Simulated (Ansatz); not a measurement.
# Calculations on CuO

### Relaxation

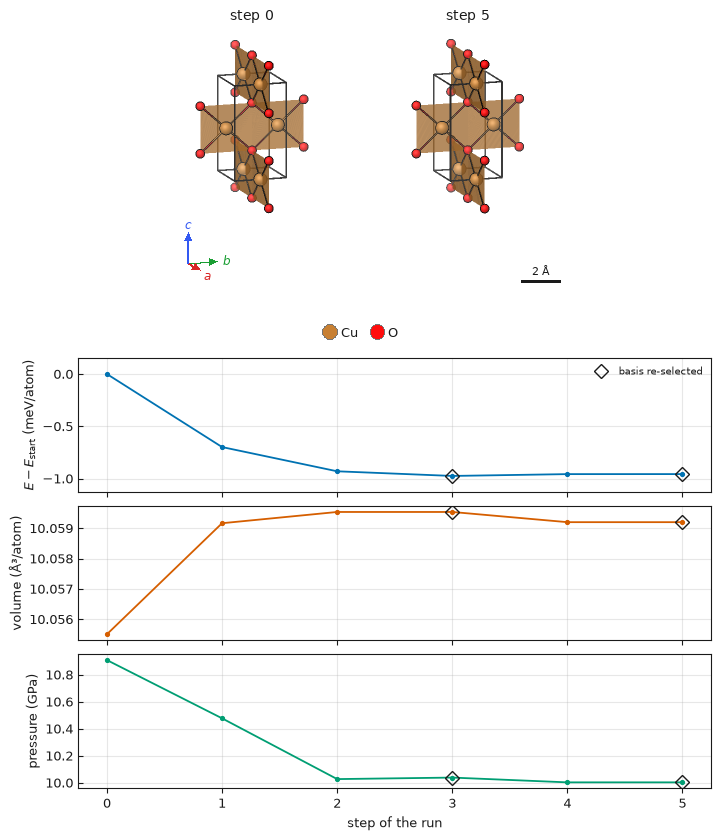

First and last geometry of a relaxation of crystalline CuO (set up in Cccm), with the history of the run. A polyhedral model of the cell of the calculation, seen slightly off an axis.

Case: relaxed at 10 GPa.

Theory: DFT PBEsol, scalar-relativistic, plane waves, PAW (Ansatz).

Input
```yaml
crystal:
  lattice:
    - [1.996064937, -1.9994202947, 0.0]
    - [1.996064937, 1.9994202947, 0.0]
    - [0.0, 0.0, 5.0391255544]
  atoms:
    - { symbol: Cu, position: [0.0, 0.5, 0.0] }
    - { symbol: Cu, position: [0.5, 0.0, 0.5] }
    - { symbol: O, position: [0.5, 0.5, 0.25] }
    - { symbol: O, position: [0.5, 0.5, 0.75] }
basis:
  ecutwfc: 420
kpoints:
  mp_grid: { grid: [14, 14, 8] }
hamiltonian:
  xc: pbesol
scf:
  occupations: { method: gaussian, width: 0.1 }
output:
  forces: true
  stress: true
  eigenvalues: true
relax:
  adjacent_minimum: "off"
  f_tol: 0.008
  max_steps: 50
  cell: { stress_tol: 0.08, p_target: 10.0 }
```

Run as
```bash
ansatz run input.yaml --threads 1 --pin off --max-ram 2560MiB --backend cpu --events-out ev --progress --plain --runs-dir out
```

Question: Did the run converge, and what did it change?

Answer: It converged. The energy falls by 1.0 meV per atom in 3 accepted moves (5 points after the start). With the target pressure of 10 GPa, the enthalpy E + pV changes by −0.7 meV per atom. All forces vanish by symmetry, so only the cell relaxes. Pressure: 10.91 GPa at the start and 10.00 GPa at the end. The SCF was repeated twice at an unchanged geometry on a basis and grid sized afresh for the cell, which shifted the energy by less than 0.05 meV per atom at most. No atom moves by more than 0.005 Å relative to the cell. The drawn cell changes at constant volume: a = b 2.825 → 2.812 Å (−0.5 %), c 5.039 → 5.088 Å (+1.0 %). The space group stays P4_2/mmc (No. 131). Cost: 83 s on 1 thread of Intel(R) Xeon(R) Platinum 8488C (Sapphire Rapids) (shared host), peak memory 0.57 GiB.

### Relaxation

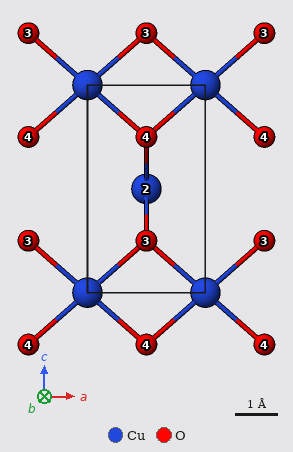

Starting structure of solid CuO (set up in Cccm). A ball-and-stick model of the cell of the calculation, seen along the b axis.

Case: relaxed at 2 GPa.

Theory: DFT PBEsol, scalar-relativistic, plane waves, PAW in Ansatz 0.2.0.

Input
```yaml
crystal:
  lattice:
    - [2.0294747509, -2.0372498118, 0.0]
    - [2.0294747509, 2.0372498118, 0.0]
    - [0.0, 0.0, 5.0597089288]
  atoms:
    - { symbol: Cu, position: [0.0, 0.5, 0.0] }
    - { symbol: Cu, position: [0.5, 0.0, 0.5] }
    - { symbol: O, position: [0.5, 0.5, 0.25] }
    - { symbol: O, position: [0.5, 0.5, 0.75] }
basis:
  ecutwfc: 420
kpoints:
  mp_grid: { grid: [14, 14, 8] }
hamiltonian:
  xc: pbesol
scf:
  occupations: { method: gaussian, width: 0.1 }
output:
  forces: true
  stress: true
  eigenvalues: true
relax:
  adjacent_minimum: "off"
  f_tol: 0.008
  max_steps: 50
  cell: { stress_tol: 0.08, p_target: 2.0 }
```

Command:
```bash
ansatz run input.yaml --threads 1 --pin off --max-ram 2560MiB --backend cpu --events-out ev --progress --plain --runs-dir out
```

Q: Predict the outcome.

A: The atoms keep their places relative to the cell (all moves are under 0.005 Å). The volume changes by +0.6 %, with a = b unchanged at 2.876 Å, c 5.060 → 5.090 Å (+0.6 %), γ 90.2° → 90.1°. Among the contacts that change: Cu1–O3 1.915 → 1.920 Å. The space group stays Cccm (No. 66). Over 3 accepted moves (5 points after the start) the energy falls by 5.3 meV per cell of the calculation. With the target pressure of 2 GPa, the enthalpy E + pV changes by −1.9 meV per cell of the calculation. All forces vanish by symmetry, so only the cell relaxes. Pressure: 3.49 GPa at the start and 2.02 GPa at the end. At 2 points the geometry stayed and the basis and grid were re-selected for the new cell (energy shift of 1.2 meV per cell of the calculation at most each time).

Step by step:

| step | E − E(0), meV/atom | pressure, GPa | volume, Å³/atom | note |
| --- | --- | --- | --- | --- |
| 0 | 0.00 | 3.49 | 10.460 |  |
| 1 | -0.61 | 2.76 | 10.492 |  |
| 2 | -1.01 | 2.01 | 10.526 |  |
| 3 | -1.31 | 2.05 | 10.526 | same geometry, new basis |
| 4 | -1.32 | 2.02 | 10.528 |  |
| 5 | -1.33 | 2.02 | 10.528 | same geometry, new basis |

### A change

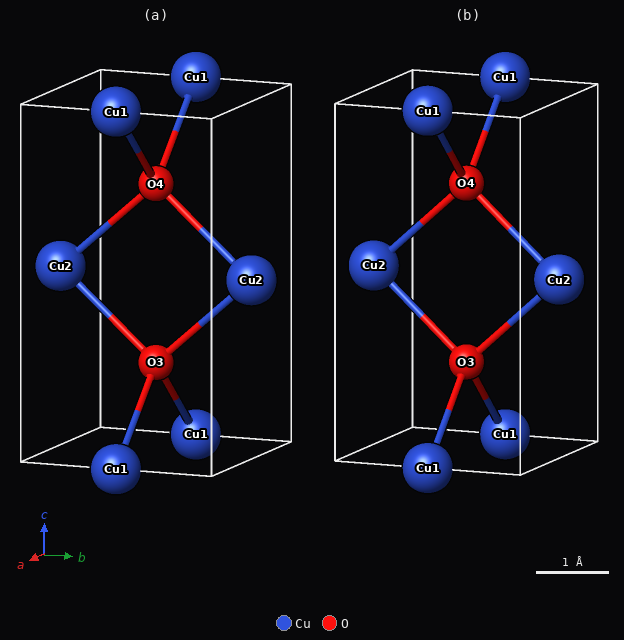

Left: a crystal of CuO (set up in Cccm). Right: the same structure after one change, at the same scale. The picture is a ball-and-stick view of the cell of the calculation, seen slightly off an axis.

Computed with DFT PBEsol, scalar-relativistic, plane waves, PAW (Ansatz 0.2.0). Set-up: plane-wave cutoff 420 eV; k-point mesh 14 × 14 × 8; occupations gaussian; smearing width 0.1 eV; no spin polarisation.

The crystal is put under a hydrostatic pressure of 10 GPa. Cell and atoms are relaxed at that pressure.

### How do the computed properties respond?

It costs 18.0 meV per atom. Pressure: 0.0 GPa before, 10.0 GPa after. The drawn cell changes as follows: a = b 2.894 → 2.812 Å (−2.8 %), c 5.092 → 5.088 Å (−0.1 %), γ 90.2° → 90.1°; the volume changes by −5.7 %. No atom moves by more than 0.005 Å relative to the cell. Some distances before and after: Cu–O 1.927 → 1.896 Å. The space group (tolerance 0.01 Å) goes from Cccm (No. 66) to P4_2/mmc (No. 131).

### Series

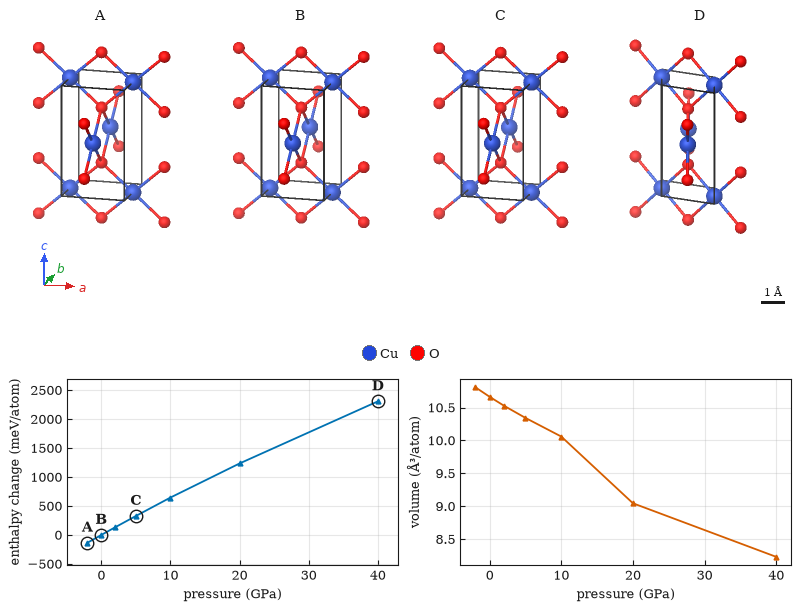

Members of a series of calculations on solid CuO (set up in Cccm), marked on the first curve. The picture is a ball-and-stick view of the cell of the calculation, seen slightly off an axis.

Theory: DFT PBEsol, scalar-relativistic, plane waves, PAW in Ansatz 0.2.0. (plane-wave cutoff 420 eV; occupations gaussian; smearing width 0.1 eV; no spin polarisation) The k-mesh is chosen for each cell (14×14×8, 16×16×8).

How does the crystal respond to pressure?

The structure is relaxed at several pressures. A (pressure −2.0 GPa): enthalpy change −134 meV/atom, volume 10.81 Å³ per atom. B (pressure 0.0 GPa): enthalpy change 0.0 meV/atom, volume 10.66 Å³ per atom. C (pressure 5.0 GPa): enthalpy change 328 meV/atom, volume 10.34 Å³ per atom. D (pressure 40.0 GPa): enthalpy change 2307 meV/atom, volume 8.23 Å³ per atom. The rest compares A with D. Cell: a = b 2.913 → 2.720 Å (−6.6 %), c 5.096 → 5.125 Å (+0.6 %), γ 90.1° → 119.7°. Volume −23.8 %. Among the bonded contacts that change: Cu–O 1.935 → 1.868 Å.
